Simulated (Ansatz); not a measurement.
# Mending a band-structure run on Ir

System: Ir (Fm-3m, 1 atom in the cell).
Method of run 1: Kohn-Sham DFT of a periodic cell, r2SCANh, Ansatz PAW (Ansatz 0.2.0).

The structure derives from an entry of the Crystallography Open Database. The run did not end well. Text and figures count atoms from 1; the logs count them from 0 in places.

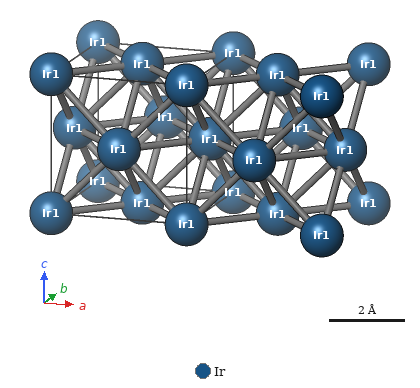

The structure as given in the input (ball-and-stick view of the cell 4 times as large as that of the calculation, set on its symmetry axes, repeated 2 × 1 × 1, seen slightly off an axis; atoms are numbered from 1 in the order of the input).

Input file, run 1:
```yaml
crystal:
  lattice:
    - [0.0, 1.9156, 1.9156]
    - [1.9156, 0.0, 1.9156]
    - [1.9156, 1.9156, 0.0]
  atoms:
    - { symbol: Ir, position: [0.0, 0.0, 0.0] }
hamiltonian:
  xc: r2scanh
  pseudopotentials: { kind: paw }
kpoints:
  mp_grid: { grid: [7, 7, 7] }
  band_path:
    path:
      - [[0.0, 0.0, 0.0], [0.5, 0.0, 0.5], [0.5, 0.25, 0.75], [0.375, 0.375, 0.75], [0.0, 0.0, 0.0], [0.5, 0.5, 0.5], [0.625, 0.25, 0.625], [0.5, 0.25, 0.75], [0.5, 0.5, 0.5], [0.375, 0.375, 0.75]]
      - [[0.625, 0.25, 0.625], [0.5, 0.0, 0.5]]
    npoints: 4
scf:
  occupations: { method: fermi_dirac, width: 0.05 }
  n_extra_bands: 6
output:
  forces: true
  stress: true
  eigenvalues: true
  fatbands: false
```

Command:
```bash
ansatz run input.yaml --threads 2 --pin off --max-ram 5632MiB --backend cpu --events-out ev --progress --plain --runs-dir out
```

Hardware: 2 threads of Arm Neoverse V1, 24 GiB of memory available, shared host.

Output, shortened to warnings, some set-up lines, iterations and results (run 1):
```
Warning: output.stress: scf.convergence.dr2_threshold = 1e-7 eV (the SCF's general default) is looser than the 1e-10 eV advised for a printed stress (1e-10 eV for each atom of the cell: 1). What an SCF threshold leaves in a stress goes as its square root, and in the free energy as the threshold itself, and one threshold admits the most on a small cell: of the crystals measured, under no hybrid …
Warning: output.stress: scf.exx.energy_threshold = 1e-6 eV is looser than the 1e-8 eV advised for a stress under a hybrid functional (1e-8 eV for each atom of the cell: 1). Every SCF of the exchange loop can meet its threshold on dr2 while the loop round them stops early: no threshold on dr2 bounds what that leaves in the stress. Set scf.exx.energy_threshold to 1e-8 eV or tighter. The threshold …
Error: the pass "band path" is not served: it follows an SCF under a hybrid functional, so it would have to apply that functional's exchange operator directly, as a sum over orbital pairs, which on k-points of its own, be they those of the SCF's mesh, such a pass takes under an unscreened kernel only where the SCF fills whole bands under a gap, and this one does not: choose a screened hybrid …
Basis set: ecut = 500 eV, 339 PW (Γ), exchange–correlation on 80×80×80 points (64 copies of the dense FFT grid, shifted against one another)
Symmetry: 48 space group operations
k-points: 20 of 343
Initial density: superposition of atomic densities (neutral atoms: chi_scale 0, normalization atom), corrected by the library's trained network
[...]
SCF iter   1: F=—  HF=-11948.777928 eV  |F-HF|=—  |Δ(HF+E_count)|=         —  Δρ=1.35e-2  dr2=8.46e-3  dr2_τ=3.89e-2  ethr=1.77e-3  ⟨swp⟩=7.0  Hψ=1295  notcnv=0
SCF iter   2: F=—  HF=-11948.807011 eV  |F-HF|=—  |Δ(HF+E_count)|=   2.91e-2  Δρ=6.95e-3  dr2=1.49e-3  dr2_τ=4.03e-4  ethr=4.98e-5  ⟨swp⟩=3.2  Hψ=712  notcnv=0  defer=2
SCF iter   3: F=—  HF=-11948.807752 eV  |F-HF|=—  |Δ(HF+E_count)|=   7.41e-4  Δρ=1.19e-3  dr2=4.63e-5  dr2_τ=3.56e-5  ethr=2.71e-7  ⟨swp⟩=2.0  Hψ=1000  notcnv=0
SCF iter   4: F=—  HF=-11948.807782 eV  |F-HF|=—  |Δ(HF+E_count)|=   2.99e-5  Δρ=1.26e-4  dr2=1.11e-6  dr2_τ=1.43e-7  ethr=2.71e-7  ⟨swp⟩=3.0  Hψ=565  notcnv=0
SCF iter   5: F=—  HF=-11948.807782 eV  |F-HF|=—  |Δ(HF+E_count)|=   3.26e-7  Δρ=3.96e-5  dr2=9.64e-8  dr2_τ=2.11e-8  ethr=6.53e-9  ⟨swp⟩=3.0  Hψ=574  notcnv=0
[... 9 lines ...]
SCF 2 stopped early in 6 iterations: F = -11947.224234 eV  dr2 = 2.04e-7
SCF iter   1: F=—  HF=-11947.224175 eV  |F-HF|=—  |Δ(HF+E_count)|=         —  Δρ=9.92e-6  dr2=7.16e-7  dr2_τ=5.40e-9  ethr=2.31e-8  ⟨swp⟩=3.2  Hψ=627  notcnv=0
SCF iter   2: F=—  HF=-11947.224175 eV  |F-HF|=—  |Δ(HF+E_count)|=   8.24e-9  Δρ=5.64e-6  dr2=7.11e-7  dr2_τ=3.41e-10  ethr=3.29e-11  ⟨swp⟩=3.1  Hψ=652  notcnv=0
SCF iter   3: F=-11947.224235 eV  HF=-11947.224235 eV  |F-HF|=7.46e-9  |Δ(HF+E_count)|=   6.02e-5  Δρ=1.08e-5  dr2=7.97e-9  dr2_τ=1.12e-9  ethr=9.14e-12  ⟨swp⟩=4.0  Hψ=746  …
SCF 3 converged in 3 iterations: F = -11947.224235 eV  dr2 = 7.97e-9
  Residual-converged pass: ⟨swp⟩=2.0  Hψ=431  notcnv=0  max |occ|·‖R‖ = 2.4e-6 eV (tolerance 2.4e-6 eV)  dr2=7.97e-9  dr2_τ=1.12e-9  dr2_onsite=6.62e-10  max |Δocc| = 3.5e-14
hybrid outer 2: dexx = +1.465e-9 eV, tail = 1.95e-8 eV, Δε = 1.81e-4 eV (about 5.50e-5 eV left of the loop's levels)
hybrid SCF converged: 2 outer / 9 inner (+7 warm-up), last move |dexx| = 1.47e-9 eV, tail = 1.95e-8 eV
Stability not checked: this state was not tested for a lower state beside it, because the functional holds exact exchange (a hybrid, or Hartree-Fock), whose exchange loop this test does not read (fock_operator; see scf.lower_state_search)
Free energy (F): -11947.224235 eV
Frozen-core exchange: fock
Harris-Foulkes:  -11947.224235 eV  (|F-HF|=7.46e-9)
Internal energy: -11947.221777 eV  (E = F + TS)
E sigma→0 (E₀):  -11947.223006 eV
Entropy (-TS):   -0.002458 eV (-2.458 meV/atom)
Fermi energy:    25.644032 eV
--- Per-component energies (eV) ---
  E_band       = -113.522332
  E_kinetic    = 623.671491
  E_local      = -1057.608294  (includes V_loc(G=0)·N_el)
  E_nonlocal   = 74.147478
  E_hartree    = 407.277190
  E_xc         = -232.610266
  E_vxc        = -302.484128  (∫ρ·V_xc dr)
  E_exx        = -25.645838  (= α·E_x^exact, valence–valence)
  E_paw        = -9245.220664  (= ΣΔE_a)
  E_vpaw       = -232.848883  (= ΣTr[D̂ρ^β])
  E_aug_tail   = -0.000014  (compensation charges beyond the density's cutoff)
  E_vtau       = 18.338732  (kinetic-family band-sum trace: ∫τ·v_τ [+ j·A + Jᵃ·Aᵃ] dr)
  E_ewald      = -2490.067375
  E_core_change = -1.165484  (= ΣΔE_core)
  E_smearing   = -0.002458  (= −TS)
  E_closure    = -0.000000  (closes the sum)
  Σ components = -11947.224235   (vs F -11947.224235, Δ=0.00e0)
--- Forces (eV/Å), atoms counted from 1 ---
  atom   1  Ir     0.00000000    -0.00000000    -0.00000000
  max |Σ_I F_I| component: 1.54e-32 eV/Å
--- Stress (GPa, compression-positive) ---
       -1.779914      -0.000000      -0.000000
       -0.000000      -1.779914      -0.000000
       -0.000000      -0.000000      -1.779914
  P = ⅓ Tr σ = -1.7799 GPa (-17.799 kbar)
Error: the pass "band path" is not served: it follows an SCF under a hybrid functional, so it would have to apply that functional's exchange operator directly, as a sum over orbital pairs, which on k-points of its own, be they those of the SCF's mesh, such a pass takes under an unscreened kernel …
```

### Diagnose this run and give a change of the input that cures it.

The run ended with an error: “the pass "band path" is not served: it follows an SCF under a hybrid functional, so it would have to apply that functional's exchange operator directly, as a sum over orbital pairs, which on k-points of its own, be they those of the SCF's mesh, such a pass takes under an unscreened kernel only where the SCF fills …” Warnings of the run: an analysis step after the SCF failed; the exchange loop's threshold is looser than advised for the stress; the SCF threshold is looser than advised for the printed stress.

A run of the same system that converges differs from this input as follows (lines with − go, lines with + come):
```diff
-  mp_grid: { grid: [7, 7, 7] }
-  band_path:
-    path:
-      - [[0.0, 0.0, 0.0], [0.5, 0.0, 0.5], [0.5, 0.25, 0.75], [0.375, 0.375, 0.75], [0.0, 0.0, 0.0], [0.5, 0.5, 0.5], [0.625, 0.25, 0.625], [0.5, 0.25, 0.75], [0.5, 0.5, 0.5], [0.375, 0.375, 0.75]]
-      - [[0.625, 0.25, 0.625], [0.5, 0.0, 0.5]]
-    npoints: 4
+  mp_grid: { grid: [6, 6, 6] }
-  n_extra_bands: 6
-  fatbands: false
```

Output, shortened to warnings, some set-up lines, iterations and results (run 2):
```
Warning: output.stress: scf.convergence.dr2_threshold = 1e-7 eV (the SCF's general default) is looser than the 1e-10 eV advised for a printed stress (1e-10 eV for each atom of the cell: 1). What an SCF threshold leaves in a stress goes as its square root, and in the free energy as the threshold itself, and one threshold admits the most on a small cell: of the crystals measured, under no hybrid …
Warning: output.stress: scf.exx.energy_threshold = 1e-6 eV is looser than the 1e-8 eV advised for a stress under a hybrid functional (1e-8 eV for each atom of the cell: 1). Every SCF of the exchange loop can meet its threshold on dr2 while the loop round them stops early: no threshold on dr2 bounds what that leaves in the stress. Set scf.exx.energy_threshold to 1e-8 eV or tighter. The threshold …
Basis set: ecut = 500 eV, 339 PW (Γ), exchange–correlation on 80×80×80 points (64 copies of the dense FFT grid, shifted against one another)
Symmetry: 48 space group operations
k-points: 16 of 216
Initial density: superposition of atomic densities (neutral atoms: chi_scale 0, normalization atom), corrected by the library's trained network
[...]
SCF iter   1: F=—  HF=-11948.623512 eV  |F-HF|=—  |Δ(HF+E_count)|=         —  Δρ=9.98e-3  dr2=3.30e-3  dr2_τ=3.21e-2  ethr=1.77e-3  ⟨swp⟩=6.4  Hψ=851  notcnv=0
SCF iter   2: F=—  HF=-11948.650235 eV  |F-HF|=—  |Δ(HF+E_count)|=   2.67e-2  Δρ=4.92e-3  dr2=8.26e-4  dr2_τ=1.96e-4  ethr=1.94e-5  ⟨swp⟩=3.1  Hψ=496  notcnv=0  defer=1
SCF iter   3: F=—  HF=-11948.650796 eV  |F-HF|=—  |Δ(HF+E_count)|=   5.61e-4  Δρ=3.85e-4  dr2=1.67e-5  dr2_τ=6.29e-6  ethr=1.01e-7  ⟨swp⟩=2.1  Hψ=767  notcnv=0
SCF iter   4: F=—  HF=-11948.650807 eV  |F-HF|=—  |Δ(HF+E_count)|=   1.13e-5  Δρ=1.76e-4  dr2=1.58e-6  dr2_τ=8.12e-7  ethr=9.84e-8  ⟨swp⟩=3.0  Hψ=425  notcnv=0
SCF iter   5: F=—  HF=-11948.650808 eV  |F-HF|=—  |Δ(HF+E_count)|=   1.51e-6  Δρ=7.85e-5  dr2=6.18e-7  dr2_τ=5.11e-8  ethr=9.32e-9  ⟨swp⟩=3.0  Hψ=432  notcnv=0
[... 23 lines ...]
SCF iter   4: F=-11947.035180 eV  HF=-11947.035180 eV  |F-HF|=7.95e-10  |Δ(HF+E_count)|=   7.55e-6  Δρ=1.64e-5  dr2=9.43e-9  dr2_τ=6.88e-9  ethr=1.87e-10  ⟨swp⟩=3.0  Hψ=463  …
SCF 6 converged in 4 iterations: F = -11947.035180 eV  dr2 = 9.43e-9
SCF iter   1: F=—  HF=-11947.035195 eV  |F-HF|=—  |Δ(HF+E_count)|=         —  Δρ=1.73e-5  dr2=1.76e-8  dr2_τ=8.12e-9  ethr=5.10e-9  ⟨swp⟩=2.5  Hψ=425  notcnv=0
SCF iter   2: F=-11947.035195 eV  HF=-11947.035195 eV  |F-HF|=3.71e-10  |Δ(HF+E_count)|=   2.45e-8  Δρ=8.30e-6  dr2=3.18e-9  dr2_τ=3.03e-10  ethr=5.96e-11  ⟨swp⟩=2.8  Hψ=365  …
SCF 7 converged in 2 iterations: F = -11947.035195 eV  dr2 = 3.18e-9
  Residual-converged pass: ⟨swp⟩=2.7  Hψ=358  notcnv=0  max |occ|·‖R‖ = 2.4e-6 eV (tolerance 2.4e-6 eV)  dr2=3.17e-9  dr2_τ=3.17e-10  dr2_onsite=2.35e-10  max |Δocc| = 8.9e-13
hybrid outer 2: dexx = +3.559e-8 eV, tail = 7.44e-9 eV, Δε = 7.58e-4 eV (about 1.96e-4 eV left of the loop's levels)
exact exchange: an outer loop of this run ended on a state whose frontier levels can be filled otherwise, and a further loop was made from that state with electrons moved between them. It converged no lower than the two loops' stops tell apart, in 6 SCF iterations, so its state is not used
hybrid SCF converged: 2 outer / 7 inner (+8 warm-up), last move |dexx| = 1.10e-9 eV, tail = 1.99e-9 eV
Stability not checked: this state was not tested for a lower state beside it, because the functional holds exact exchange (a hybrid, or Hartree-Fock), whose exchange loop this test does not read (fock_operator; see scf.lower_state_search)
Free energy (F): -11947.035195 eV
Frozen-core exchange: fock
Harris-Foulkes:  -11947.035195 eV  (|F-HF|=1.89e-10)
Internal energy: -11947.026545 eV  (E = F + TS)
E sigma→0 (E₀):  -11947.030870 eV
Entropy (-TS):   -0.008650 eV (-8.650 meV/atom)
Fermi energy:    25.139039 eV
--- Per-component energies (eV) ---
  E_band       = -114.106365
  E_kinetic    = 623.262055
  E_local      = -1056.224175  (includes V_loc(G=0)·N_el)
  E_nonlocal   = 74.033413
  E_hartree    = 406.404965
  E_xc         = -232.533804
  E_vxc        = -302.416136  (∫ρ·V_xc dr)
  E_exx        = -25.593560  (= α·E_x^exact, valence–valence)
  E_paw        = -9245.142564  (= ΣΔE_a)
  E_vpaw       = -232.735174  (= ΣTr[D̂ρ^β])
  E_aug_tail   = -0.000014  (compensation charges beyond the density's cutoff)
  E_vtau       = 18.350668  (kinetic-family band-sum trace: ∫τ·v_τ [+ j·A + Jᵃ·Aᵃ] dr)
  E_ewald      = -2490.067375
  E_core_change = -1.165484  (= ΣΔE_core)
  E_smearing   = -0.008650  (= −TS)
  E_closure    = -0.000000  (closes the sum)
  Σ components = -11947.035195   (vs F -11947.035195, Δ=-1.82e-12)
--- Forces (eV/Å), atoms counted from 1 ---
  atom   1  Ir    -0.00000000     0.00000000     0.00000000
  max |Σ_I F_I| component: 1.15e-31 eV/Å
--- Stress (GPa, compression-positive) ---
        0.303605       0.000000       0.000000
        0.000000       0.303605       0.000000
        0.000000       0.000000       0.303605
  P = ⅓ Tr σ = 0.3036 GPa (3.036 kbar)
```

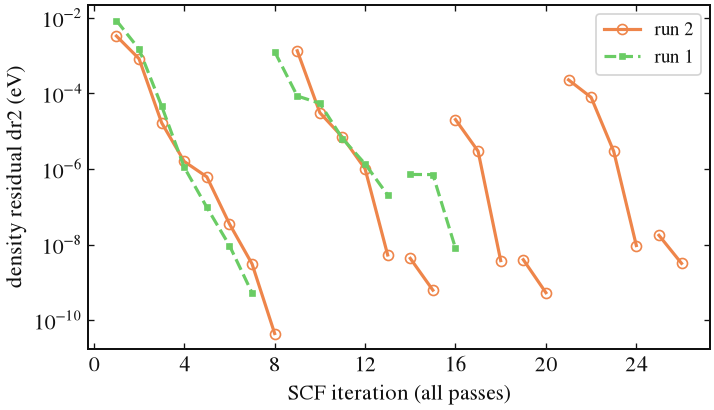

Convergence of the two runs: density residual dr2 against the SCF iteration. A break in a curve parts two SCF passes. Run 2 takes 26 iterations in all, and run 1 stops after 16.

The two runs side by side:

```csv
quantity,run 1,run 2
outcome,error,converged
free energy per atom (eV),–,−11947.0352
gap on the mesh (eV),–,0.00
pressure (GPa),–,0.30
volume per atom (Å³),–,14.06
largest force (eV/Å),–,0.000
SCF iterations,–,26
irreducible k-points,–,16
plane waves at Γ,–,339
wall time (shared host),10 s,16 s
```

Notes on run 2: The program warns: the exchange loop's threshold is looser than advised for the stress; the SCF threshold is looser than advised for the printed stress. Spin–orbit coupling is left out, which matters for Ir.
